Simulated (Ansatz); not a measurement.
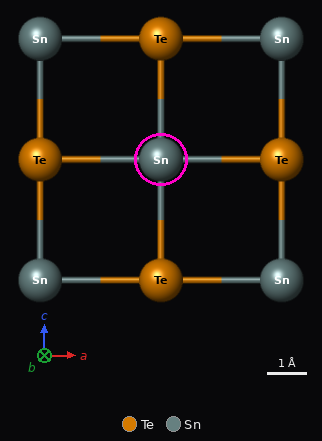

Perfect SnTe. The picture is a ball-and-stick view of the atoms within 4.6 Å of one point, in a slice 5.0 Å thick across the line of sight, seen along the b axis.

Level of theory: DFT, PBEsol, PAW, plane waves in Ansatz 0.2.0. (plane-wave cutoff 420 eV; k-point mesh 1 × 1 × 1; mesh shifted by (0.25, 0.25, 0.25); collinear spin) Fermi-Dirac smearing of 0.01 eV. A uniform background neutralises the charged cell. The axes drawn are those of the host's conventional cell.

A tin atom is taken out (a vacancy) at the ringed place, in charge state −2. The supercell has 64 sites, and the atoms are relaxed at the host's cell.

Q: Predict the relaxed surroundings of the defect.

A: Around the empty Sn site the host had 6 Te at 3.14 Å; after relaxation the nearest atoms are 6 Te at 3.11 to 3.12 Å. Of the host's atoms, a tin atom moves furthest from its site, by 0.09 Å. The cell ends without a net magnetic moment.

The relaxed defect, seen from the same direction:

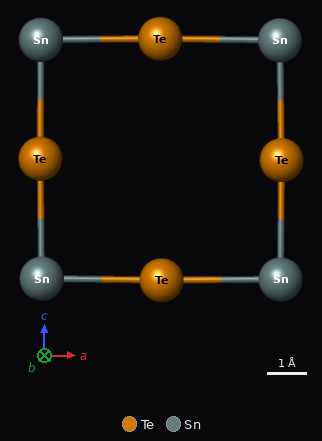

Limits of the set-up: the cell is charged, on a uniform background, and energies carry no finite-size correction.
